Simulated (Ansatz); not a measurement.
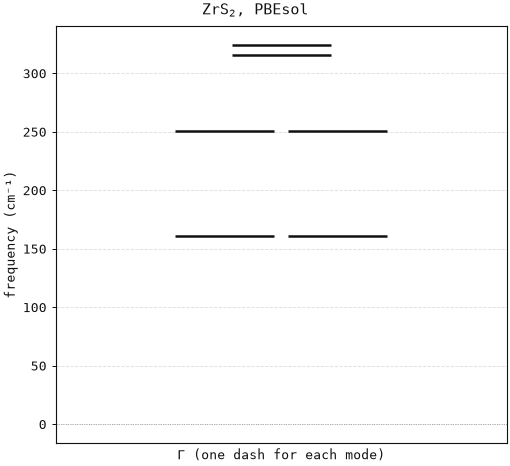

The picture above shows the zone-centre optical phonon frequencies (the three acoustic modes are left out) for ZrS₂, space group P-3m1 (No. 164).

The given structure:
```xyz
3
Lattice="3.6191 0.0000 0.0000 -1.8096 3.1342 0.0000 0.0000 0.0000 5.7961" Properties=species:S:1:pos:R:3 pbc="T T T"
Zr    0.0000    0.0000    0.0000
S     0.0000    2.0895    1.4556
S     1.8096    1.0447    4.3405
```

Calculation (Ansatz 0.2.0): harmonic phonon frequencies at the zone centre with atoms at rest in the given cell, without the long-range term of polar modes, the three translations left out, imaginary frequencies are negative; plane waves with PAW datasets, Γ-centred k mesh. Level: PBEsol, no spin polarisation.

- wave cutoff: 420 eV
- k mesh: 12×12×6
- occupations: fixed
- volume relative to the relaxed cell: 0.98
- phonon method: linear response

Is the structure dynamically stable by these modes?

No frequency is imaginary, so the structure is stable to these displacements (zone-boundary modes weren't tested here).

What is the highest frequency?

The highest mode lies at 324.4 cm⁻¹ (without the field of polar modes).

Note: a crossing between the sampled k points may be missed.
